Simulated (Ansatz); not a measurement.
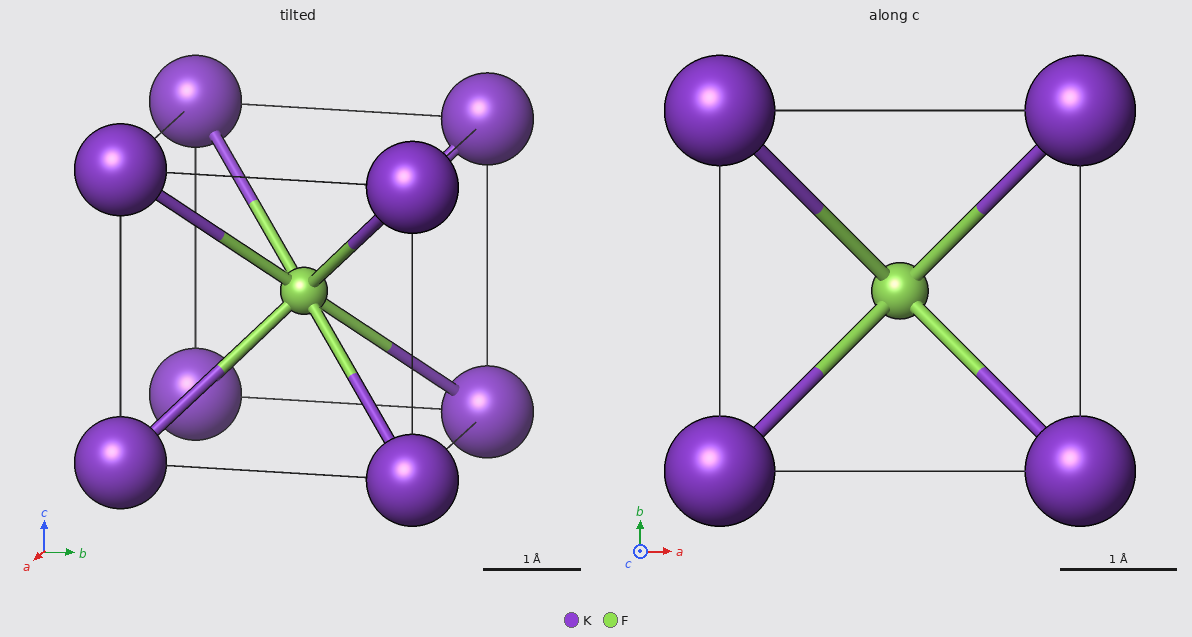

The figure gives a ball-and-stick picture of the atoms, viewed slightly off an axis and along the c axis. One conventional unit cell is framed, with atoms on its boundary repeated.

KF, caesium chloride (CsCl, B2) type, space group Pm-3m (No. 221), a = 3.131 Å, b = 3.131 Å, c = 3.131 Å, α = 90.00°, β = 90.00°, γ = 90.00°. Source of the structure: a structure type filled with these elements by a generator (whether the compound takes this form wasn't checked). The cell was then strained or its atoms displaced on purpose. It went into a calculation with Ansatz.

This one geometry was computed with Ansatz (DFT, plane waves, PAW) at three levels of theory: HSE06, r2SCAN and PBE. It was relaxed with r2SCAN and then strained.

Question: Which level gives the highest pressure at this volume, and what does that say about its equilibrium volume?

Answer: Highest: PBE (5.3 GPa), which points to the largest equilibrium volume. Lowest, with the smallest volume: r2SCAN (2.2 GPa). Levels within 0.5 GPa of each other can't be told apart.

Question: How does the band gap change with the level of theory?

Answer: PBE: a gap of 7.18 eV, indirect; r2SCAN: a gap of 8.11 eV, indirect; HSE06: a gap of 9.31 eV, indirect.

Question: Collect the results in a table.

Answer:
| level | cutoff (eV) | k-mesh of the run's cell | gap (eV) | pressure (GPa) |
| --- | --- | --- | --- | --- |
| HSE06 | 420 | 6×6×6 | 9.31 | 3.9 |
| r2SCAN | 500 | 8×8×8 | 8.11 | 2.2 |
| PBE | 420 | 8×8×8 | 7.18 | 5.3 |

Gaps are taken on the k-mesh or band path of each run.
